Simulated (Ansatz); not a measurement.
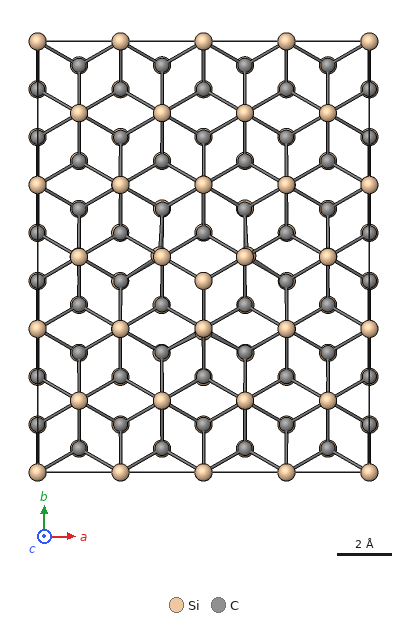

Fig. 1: The structure as given in the input (ball-and-stick view of the cell of the calculation, along the c axis). Near neighbours in the crystal (not all of them lie inside the picture): Si has 4 C at 1.87 to 1.92 Å; Si has 3 C at 1.85 to 1.86 Å; C has 4 Si at 1.85 to 1.92 Å.

# Si96C95 (charge +2): single-point calculation (part 1 of 3)

The run: single-point calculation of Si96C95 (defect cell, 191 atoms in the cell, total charge +2). Method and program: DFT, HSE06, PAW, plane waves (Ansatz 0.2.0).

**Output**
```
Pseudopotentials: kind: paw
Functional definition: HSE06
  parameter a = 0.25
  parameter omega = 0.11/bohr
  exchange = pbe_x - a*pbe_x_sr(omega) + a*exact_x_sr(omega)
  correlation = pbe_c
Crystal: 191 atoms, lattice volume = 1984.194 Å³
Basis set: ecut = 420 eV, 38873 PW (Γ), exchange–correlation on 180×216×144 points (8 copies of the dense FFT grid, shifted against one another)
Bands: 572, of which v1, the nominal top of the filled ones, is band 381 counted from 1 (380 counted from 0)
Symmetry: 1 space group operations
k-points: 1
Non-local potential: Si, projectors of the file, l = 0: 2, l = 1: 2, l = 2: 2
Non-local potential: C, projectors of the file, l = 0: 2, l = 1: 2, l = 2: 1
PAW form: soft (Blöchl's): semilocal exchange-correlation on the pseudo side does not see the compensation charge
PAW frozen core: Si, regenerated for the run's functional, and the local potential with it (the file was generated under x = pbe(κ = 0.804, μ = 0.2195149727645171), c = pbe(β = 0.06672455060314922))
PAW frozen core: C, regenerated for the run's functional, and the local potential with it (the file was generated under x = pbe(κ = 0.804, μ = 0.2195149727645171), c = pbe(β = 0.06672455060314922))
PAW one-centre angular grid: Si, 110 points (default); XC on 64 Gauss nodes
PAW one-centre angular grid: C, 110 points (default); XC on 64 Gauss nodes
Initial density: superposition of atomic densities (neutral atoms scaled as one to the charged cell's electrons: chi_scale 0, normalization atom), corrected by the library's trained network
Initial wavefunctions: pseudopotential atomic-orbital guess
Functional: x = pbe(κ = 0.804, μ = 0.2195149727645171), c = pbe(β = 0.06672455060314922), warm-up for x = pbe(κ = 0.804, μ = 0.2195149727645171) + 0.25 (exact − pbe) at short range (hse, ω = 0.20786987370883472 Å⁻¹), c = pbe(β = 0.06672455060314922); HSE06 as pw.x's `hse` composes it (authors' and Libxc's form: `xc: wpbeh`)
SCF iter   1: F=—  HF=-84933.805540 eV  |F-HF|=—  |Δ(HF+E_count)|=         —  Δρ=3.50e-3  dr2=2.16e0  ethr=1.77e-3  ⟨swp⟩=13.0  Hψ=3340  notcnv=0
preconditioner: auto → none  [insulator: Δε(μ)=2.266 eV  Ē_g=11.874 eV  σ=0.010 eV  W_gap=1.00  n_scr=428 (ndim 8)  ℏωp=23.0 eV  f_vac=0.000  D(μ)=0.00/eV (n_scr^D=0)]
SCF iter   2: F=—  HF=-84933.415227 eV  |F-HF|=—  |Δ(HF+E_count)|=   3.90e-1  Δρ=2.09e-3  dr2=2.37e-1  ethr=2.84e-4  ⟨swp⟩=7.0  Hψ=1607  notcnv=0
SCF iter   3: F=—  HF=-84933.372513 eV  |F-HF|=—  |Δ(HF+E_count)|=   4.27e-2  Δρ=8.81e-4  dr2=4.25e-2  ethr=3.12e-5  ⟨swp⟩=13.0  Hψ=1659  notcnv=0  defer=18
SCF iter   4: F=—  HF=-84933.368004 eV  |F-HF|=—  |Δ(HF+E_count)|=   4.51e-3  Δρ=3.70e-4  dr2=7.39e-3  ethr=5.58e-6  ⟨swp⟩=9.0  Hψ=1710  notcnv=0  defer=51
iter 5 solved again at ethr=3.72e-8 eV; its pass at ethr=9.69e-7 eV (dr2=2.83e-4 eV) is discarded
SCF iter   5: F=-84933.367232 eV  HF=-84933.367356 eV  |F-HF|=1.24e-4  |Δ(HF+E_count)|=   6.49e-4  Δρ=1.09e-4  dr2=2.66e-4  ethr=3.72e-8  ⟨swp⟩=6.0  Hψ=2873  notcnv=0  defer=17
SCF 1 stopped early in 5 iterations: F = -84933.367232 eV  dr2 = 2.66e-4
  greatest PAW one-centre occupation: 0.648 electrons in one spin orbital (limit 2), on the C atom at site 154 (counted from 0), in its partial waves of l = 0
Initial density: handed on by an earlier stage of this run
Initial wavefunctions: those handed on with the density
Functional: x = pbe(κ = 0.804, μ = 0.2195149727645171) + 0.25 (exact − pbe) at short range (hse, ω = 0.20786987370883472 Å⁻¹), c = pbe(β = 0.06672455060314922); HSE06 as pw.x's `hse` composes it (authors' and Libxc's form: `xc: wpbeh`)
Exchange kernel: α = 0.2500, screened, ω = 0.2079 Å⁻¹, Wigner–Seitz truncation, v(0) = 974.4067 eV·Å³, q-mesh 1×1×1, nearest image of the exchange supercell L = 10.08 Å, pair-density grid 60×75×48, without the augmentation charges, whose exchange is taken in its separable form (sized by the pseudopotential files, 81×108×72 at the most), smooth part of the exchange summed in real space on grids 54×
Frozen-core exchange: fock
SCF iter   1: F=—  HF=-84994.097130 eV  |F-HF|=—  |Δ(HF+E_count)|=         —  Δρ=5.66e-3  dr2=4.17e-1  ethr=3.49e-7  ⟨swp⟩=12.0  Hψ=3631  notcnv=0
preconditioner: auto → none  [insulator: Δε(μ)=2.602 eV  Ē_g=13.622 eV  σ=0.010 eV  W_gap=1.00  n_scr=428 (ndim 8)  ℏωp=23.0 eV  f_vac=0.000  D(μ)=0.00/eV (n_scr^D=0)]
SCF iter   2: F=—  HF=-84993.945881 eV  |F-HF|=—  |Δ(HF+E_count)|=   1.51e-1  Δρ=2.62e-3  dr2=8.99e-2  ethr=3.49e-7  ⟨swp⟩=5.0  Hψ=2390  notcnv=0
SCF iter   3: F=—  HF=-84994.170381 eV  |F-HF|=—  |Δ(HF+E_count)|=   2.24e-1  Δρ=8.39e-4  dr2=3.53e-2  ethr=3.49e-7  ⟨swp⟩=6.0  Hψ=2487  notcnv=0
SCF iter   4: F=—  HF=-84994.174696 eV  |F-HF|=—  |Δ(HF+E_count)|=   4.32e-3  Δρ=6.22e-4  dr2=6.26e-2  ethr=3.49e-7  ⟨swp⟩=6.0  Hψ=2388  notcnv=0
SCF iter   5: F=—  HF=-84994.162627 eV  |F-HF|=—  |Δ(HF+E_count)|=   1.21e-2  Δρ=2.62e-4  dr2=5.61e-3  ethr=3.49e-7  ⟨swp⟩=6.0  Hψ=2000  notcnv=0
SCF iter   6: F=—  HF=-84994.161503 eV  |F-HF|=—  |Δ(HF+E_count)|=   1.12e-3  Δρ=7.04e-5  dr2=6.88e-4  ethr=3.49e-7  ⟨swp⟩=5.0  Hψ=1147  notcnv=0
SCF iter   7: F=—  HF=-84994.164417 eV  |F-HF|=—  |Δ(HF+E_count)|=   2.91e-3  Δρ=9.77e-5  dr2=2.07e-4  ethr=4.95e-8  ⟨swp⟩=6.0  Hψ=1836  notcnv=0
SCF iter   8: F=-84994.164349 eV  HF=-84994.164358 eV  |F-HF|=8.24e-6  |Δ(HF+E_count)|=   5.96e-5  Δρ=2.51e-5  dr2=2.31e-5  ethr=2.58e-8  ⟨swp⟩=2.0  Hψ=953  notcnv=0
SCF 2 stopped early in 8 iterations: F = -84994.164349 eV  dr2 = 2.31e-5
  Residual-converged pass: ⟨swp⟩=4.0  Hψ=1561  notcnv=0  max |occ|·‖R‖ = 5.6e-6 eV (tolerance 6.7e-6 eV)  dr2=2.23e-5  dr2_onsite=1.73e-7  max |Δocc| = 0.0e0
  greatest PAW one-centre occupation: 0.649 electrons in one spin orbital (limit 2), on the C atom at site 154 (counted from 0), in its partial waves of l = 0
hybrid outer 1: dexx = +2.627e-1 eV, tail = 1.10e-4 eV
SCF iter   1: F=—  HF=-84994.162493 eV  |F-HF|=—  |Δ(HF+E_count)|=         —  Δρ=1.30e-5  dr2=1.18e-5  ethr=7.23e-8  ⟨swp⟩=13.0  Hψ=1771  notcnv=0
preconditioner: auto → none  [insulator: Δε(μ)=2.525 eV  Ē_g=13.628 eV  σ=0.010 eV  W_gap=1.00  n_scr=428 (ndim 8)  ℏωp=23.0 eV  f_vac=0.000  D(μ)=0.00/eV (n_scr^D=0)]
SCF iter   2: F=—  HF=-84994.162493 eV  |F-HF|=—  |Δ(HF+E_count)|=   1.61e-7  Δρ=6.11e-6  dr2=5.57e-6  ethr=1.40e-9  ⟨swp⟩=3.0  Hψ=1239  notcnv=0
SCF iter   3: F=—  HF=-84994.162492 eV  |F-HF|=—  |Δ(HF+E_count)|=   8.12e-7  Δρ=4.06e-6  dr2=2.18e-7  ethr=5.80e-10  ⟨swp⟩=3.0  Hψ=978  notcnv=0
SCF iter   4: F=—  HF=-84994.162493 eV  |F-HF|=—  |Δ(HF+E_count)|=   8.28e-7  Δρ=2.64e-6  dr2=1.25e-7  ethr=1.48e-11  ⟨swp⟩=10.0  Hψ=2117  notcnv=0
SCF iter   5: F=-84994.162493 eV  HF=-84994.162493 eV  |F-HF|=2.37e-8  |Δ(HF+E_count)|=   1.84e-8  Δρ=8.18e-7  dr2=2.90e-8  ethr=1.48e-11  ⟨swp⟩=3.0  Hψ=1085  notcnv=0
SCF 3 converged in 5 iterations: F = -84994.162493 eV  dr2 = 2.90e-8
  Residual-converged pass: ⟨swp⟩=2.0  Hψ=953  notcnv=0  max |occ|·‖R‖ = 2.6e-6 eV (tolerance 4.3e-6 eV)  dr2=2.92e-8  dr2_onsite=3.29e-10  max |Δocc| = 0.0e0
```

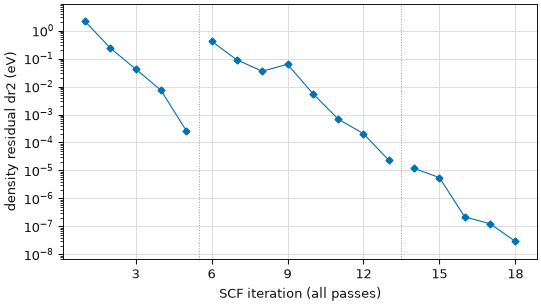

Fig. 2: Convergence of the self-consistent field: density residual dr2 against the SCF iteration. The run starts with a semilocal functional; after that each stretch between dotted lines is one SCF of the hybrid functional between two exact rebuilds of the exchange operator by the outer loop. Early passes are stopped at a loose threshold. The passes take 5, 8 and 5 iterations.

```
hybrid outer 2: dexx = +9.565e-7 eV, tail = 6.21e-8 eV, Δε = 8.01e-4 eV (about 2.66e-5 eV left of the loop's levels), ΔF = 2.11e-3 eV/Å (tail 4.98e-4)
NSCF: frozen V_eff on 1 k-points
hybrid SCF converged: 2 outer / 13 inner (+5 warm-up), last move |dexx| = 9.56e-7 eV, tail = 6.21e-8 eV
Stability not checked: this state was not tested for a lower state beside it, because the functional holds exact exchange (a hybrid, or Hartree-Fock), whose exchange loop this test does not read (fock_operator; see scf.lower_state_search)
Free energy (F): -84994.162493 eV
Harris-Foulkes:  -84994.162493 eV  (|F-HF|=2.37e-8)
Internal energy: -84994.162493 eV  (E = F + TS)
E sigma→0 (E₀):  -84994.162493 eV
Fermi energy:    10.067898 eV
--- Per-component energies (eV) ---
  E_band       = 1798.768793
  E_kinetic    = 12896.604219
  E_local      = -10089.087508  (includes V_loc(G=0)·N_el)
  E_nonlocal   = 4821.479026
  E_hartree    = 3179.617055
  E_xc         = -8171.341449
  E_vxc        = -8409.536288  (∫ρ·V_xc dr)
  E_exx        = -1445.054212  (= α·E_x^exact, valence–valence)
  E_paw        = -59141.063602  (= ΣΔE_a)
  E_vpaw       = -889.816511  (= ΣTr[D̂ρ^β])
  E_aug_tail   = 0.001197  (compensation charges beyond the density's cutoff)
  E_ewald      = -27038.006339
  E_core_change = -7.310901  (= ΣΔE_core)
  E_smearing   = -0.000000  (= −TS)
  E_closure    = 0.000021  (closes the sum)
  E_deformation_potential = 36.062752  (in the stress; not in F)
  Σ components = -84994.162493   (vs F -84994.162493, Δ=0.00e0)
--- Forces (eV/Å), atoms counted from 1 ---
  atom   1  Si     0.00871412    -0.00796332    -0.01480511
  atom   2  Si    -0.00926897    -0.01098458    -0.01160059
  atom   3  Si     0.00354772    -0.02439534    -0.01158515
  atom   4  Si     0.00516330     0.00234520    -0.00395944
  atom   5  Si     0.00014446    -0.01312787    -0.01221760
  atom   6  Si    -0.01492389    -0.04890105    -0.00983123
  atom   7  Si    -0.00674056     0.00030161    -0.01366415
  atom   8  Si    -0.02683935     0.02377331     0.00114085
  atom   9  Si     0.00472080     0.02894198    -0.00471648
  atom  10  Si     0.02015228    -0.00822592    -0.01921615
  atom  11  Si     0.02362353    -0.04732929    -0.00900811
  atom  12  Si    -0.00214325    -0.22541484     0.04893442
  atom  13  Si    -0.19448446     0.12091796     0.05199737
  atom  14  Si    -0.03426513     0.04875570    -0.00082245
  atom  15  Si    -0.00381195     0.01744486    -0.01014795
  atom  16  Si     0.00831639    -0.02200312    -0.00840397
  atom  17  Si     0.02213825    -0.00963419    -0.00800873
  atom  18  Si     0.20980844     0.12570889     0.05252848
  atom  19  Si    -0.00527653     0.02425469    -0.01224876
  atom  20  Si    -0.01646945     0.01220049    -0.00901037
  atom  21  Si     0.04625491     0.01676880    -0.00863659
  atom  22  Si     0.03110843     0.04056106    -0.01442357
  atom  23  Si     0.00991575     0.01147857    -0.01481810
  atom  24  Si     0.01189948     0.01566599    -0.01861072
  atom  25  Si     0.00258466    -0.01580306    -0.00096304
  atom  26  Si    -0.00322328    -0.02259361    -0.00085941
  atom  27  Si    -0.00357217    -0.01834198    -0.00297203
  atom  28  Si     0.00712938     0.00416354     0.00440745
  atom  29  Si     0.00810204    -0.01493984    -0.00643616
  atom  30  Si    -0.00866327    -0.01535735    -0.00951306
  atom  31  Si    -0.01203929     0.00281928    -0.00679136
  atom  32  Si    -0.00375116     0.01919572    -0.00030019
  atom  33  Si     0.00882513     0.01257506    -0.00420765
  atom  34  Si     0.01455738    -0.01690923    -0.00186274
  atom  35  Si     0.02800136    -0.01778252    -0.00490169
  atom  36  Si     0.00189045     0.00839622    -0.22721743
  atom  37  Si    -0.00816204     0.03128682    -0.01224919
  atom  38  Si    -0.01078151     0.01865443    -0.00241965
  atom  39  Si    -0.00047534    -0.00081244     0.00118878
  atom  40  Si     0.01639838    -0.01806712     0.00088406
  atom  41  Si     0.03111741    -0.00093887    -0.01208809
  atom  42  Si     0.00933283     0.02667463    -0.01475185
  atom  43  Si    -0.00403438     0.02607326    -0.01075389
  atom  44  Si    -0.00616663     0.00369825    -0.00590273
  atom  45  Si     0.01942243     0.01513145    -0.01040959
  atom  46  Si     0.01262991     0.01594559    -0.00883204
  atom  47  Si     0.01012102     0.00699510    -0.00894475
  atom  48  Si     0.01232294    -0.00042731    -0.00407132
  atom  49  Si    -0.00096978    -0.01779414    -0.00613177
  atom  50  Si     0.00183521    -0.01213561    -0.00336876
  atom  51  Si    -0.00293860    -0.02120508    -0.00007245
  atom  52  Si    -0.00596787    -0.01769189    -0.00157852
  atom  53  Si    -0.00992342     0.01132134     0.00541553
  atom  54  Si     0.00336414     0.02732373     0.00848919
  atom  55  Si     0.00427428    -0.02019139     0.00077261
  atom  56  Si     0.00023869    -0.03926713     0.01403754
  atom  57  Si    -0.00711211     0.00131065    -0.00626758
  atom  58  Si    -0.03409671     0.03831570     0.02684329
  atom  59  Si    -0.01152605     0.01810267     0.00752880
  atom  60  Si    -0.00019763     0.00292408    -0.00282605
  atom  61  Si     0.00622430    -0.01039115    -0.00479436
  atom  62  Si     0.01066866    -0.01758365     0.00437968
  atom  63  Si     0.01794621    -0.00205282    -0.00792151
  atom  64  Si     0.00038514     0.02367287    -0.00336512
  atom  65  Si    -0.01391338     0.02221795     0.00912142
  atom  66  Si    -0.00938531     0.00011542    -0.00078777
  atom  67  Si     0.01604933     0.00826763     0.00441012
  atom  68  Si     0.03519070     0.02436264     0.01908578
  atom  69  Si     0.01143897     0.01858050     0.00130921
  atom  70  Si    -0.00121107     0.00625661    -0.00219467
  atom  71  Si     0.01359612     0.01568114    -0.00143309
  atom  72  Si     0.00961079     0.00432286    -0.00490198
  atom  73  Si    -0.00183617    -0.00702400    -0.01310276
  atom  74  Si    -0.00651358    -0.01079778    -0.01155982
  atom  75  Si    -0.00365747    -0.01982115    -0.00955006
  atom  76  Si     0.00634140    -0.00569344    -0.01003650
  atom  77  Si     0.00078685    -0.00217293    -0.00977086
  atom  78  Si     0.00680126    -0.02060407    -0.01247417
  atom  79  Si    -0.00516939    -0.00649222    -0.01253180
  atom  80  Si     0.00171001     0.01724286    -0.00577951
  atom  81  Si     0.00870357     0.01357002    -0.00692618
  atom  82  Si     0.00853591    -0.00255182    -0.01005363
  atom  83  Si     0.00855860    -0.01748967    -0.00856103
  atom  84  Si     0.01240227    -0.02174526    -0.04541430
  atom  85  Si    -0.01779117     0.02821546    -0.04267679
  atom  86  Si    -0.01016283     0.01937401    -0.00751952
  atom  87  Si    -0.00554629     0.00628622    -0.01048954
  atom  88  Si     0.00815274    -0.01585146    -0.01144065
  atom  89  Si     0.02597819    -0.00943479    -0.00768189
  atom  90  Si     0.02863154     0.02283969    -0.03898839
  atom  91  Si    -0.00030719     0.02840356    -0.00854264
  atom  92  Si    -0.00746738     0.01628055    -0.01251641
  atom  93  Si     0.01813897     0.01410445    -0.00974309
  atom  94  Si     0.01612223     0.01237455    -0.01215068
  atom  95  Si     0.00319381     0.01737588    -0.01205279
  atom  96  Si     0.00706524     0.00619904    -0.01067268
  atom  97  C     -0.00331067     0.00479003     0.00967103
  atom  98  C      0.00293590     0.00822045     0.00937272
  atom  99  C      0.00106111     0.01598224     0.00831761
  atom 100  C     -0.00763438     0.00501447     0.00565222
```
